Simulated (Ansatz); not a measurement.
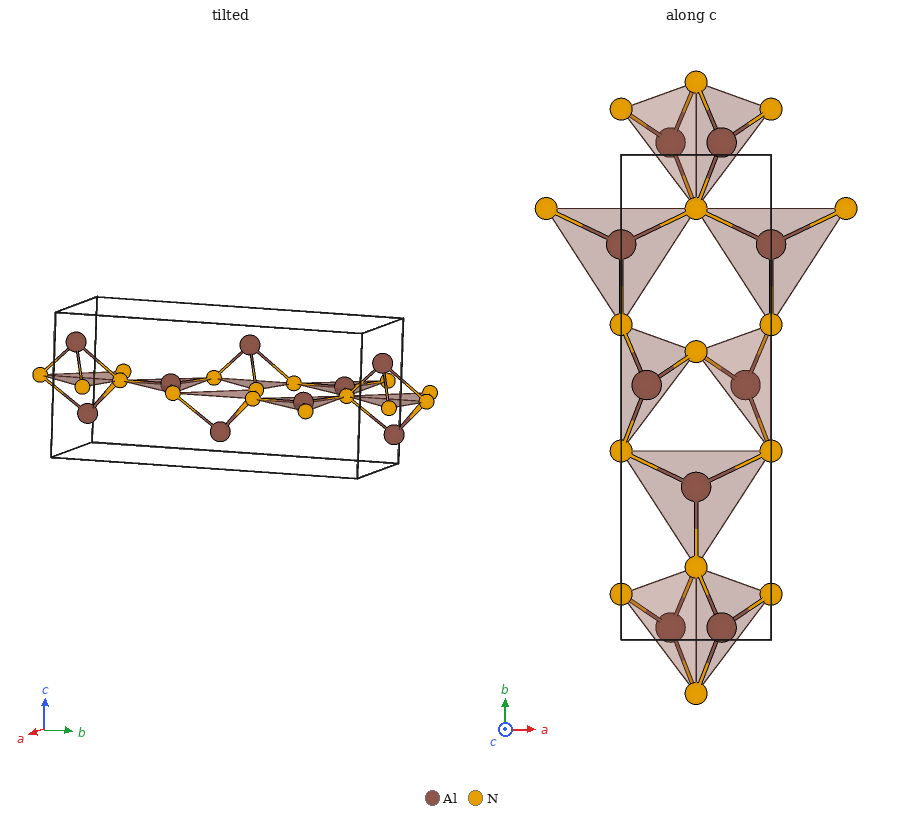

We look at a polyhedral model of the crystal slightly off an axis and along the c axis. The conventional unit cell is outlined; an atom on or near a face, edge or corner is repeated at each equivalent position. A few atoms beyond the faces are included. Cell: a = 3.42 Å, b = 11.03 Å, c = 4.81 Å, α = 90.00°, β = 94.82°, γ = 90.00°.

The initial geometry was a structure type filled with these elements by a generator (whether the compound takes this form wasn't checked). Earlier steps of the study may have refined or changed the cell and positions. It went into a calculation with Ansatz.

> Characterise what is shown.

The material is AlN. It belongs to space group C2 (No. 5) and has a base-centred monoclinic lattice. It has 12 atoms to the cell (6 Al, 6 N). Each Al is bonded to three N at about 1.8 to 2.0 Å. N takes three kinds of site: 2b with three Al at about 1.8 to 1.9 Å; 2b with two Al in a bent arrangement at about 1.9 Å; 2b with four Al at about 1.9 to 2.0 Å. Not all metal-metal contacts are counted. The bonds build AlN layers parallel to (001).

Method used: DFT PBE, scalar-relativistic, plane waves, PAW (Ansatz). It ran with cutoff 420 eV, k-points about 0.16 Å⁻¹ apart, Gaussian smearing of 0.1 eV, no spin polarisation.

> Metal or not?

A metal: bands cross the Fermi level.

> How are the electrons shared out in a Bader analysis?

Al +1.44 to +2.32 e; N -2.44 to -1.27 e.

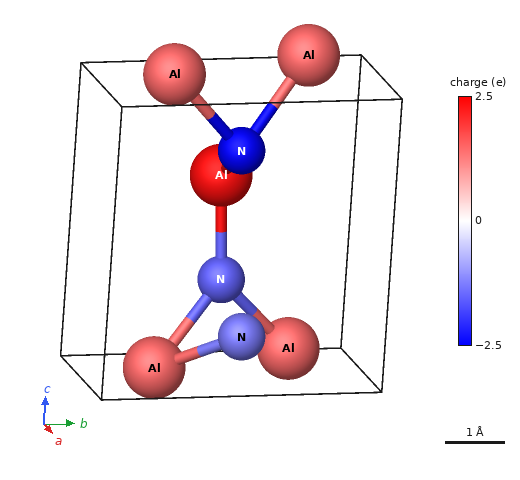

The atoms coloured by those charges. The run's cell of 6 atoms is drawn in a reduced setting, so axes and origin can differ from the first picture.

> Does the calculation find this structure at rest?

Yes. The largest force is 0.01 eV/Å. The pressure is 0.0 GPa, close to zero.
